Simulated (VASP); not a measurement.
System: Cs.

```
Cs
1.0
     5.51926    0.00000    0.00000
     0.00000   10.05168    0.00000
     0.00000    0.00000    8.98807
Cs
4
Cartesian
  1.4389 8.9936 6.7411
  4.0804 1.0580 2.2470
  1.4389 6.0839 2.2470
  4.0804 3.9678 6.7411
```

Space group Pbcm; a structure from a database of computed crystals, not necessarily the ambient phase.

Level of theory: Kohn-Sham DFT of a periodic cell, PBE, VASP PAW PBE potentials, recommended (VASP 6.6.1).

Predict the valence pseudo-density and electron localisation function between the atoms.

Answer. Cs–Cs (5.52 Å): the density is about 0.01 e/Å³ at the midpoint; the ELF is about 0.15 at the midpoint; no localised pair shows between them.

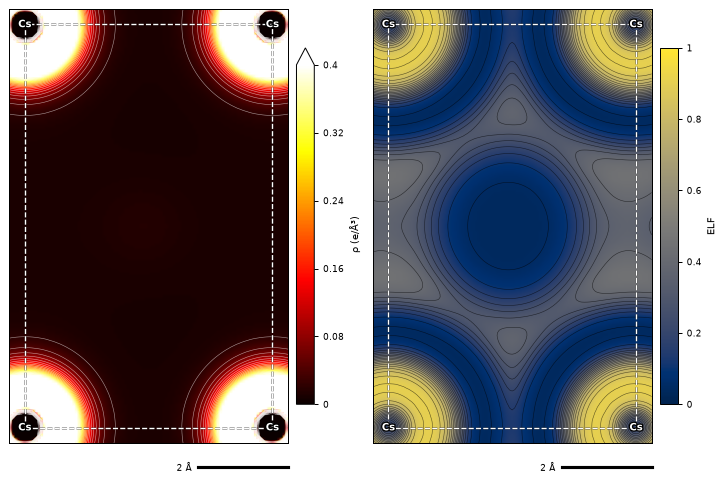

Computed valence pseudo-density and electron localisation function on the (010) plane of the conventional cell, in this order. 

In a PAW calculation such maps are meaningful between the atoms, not at the nuclei.
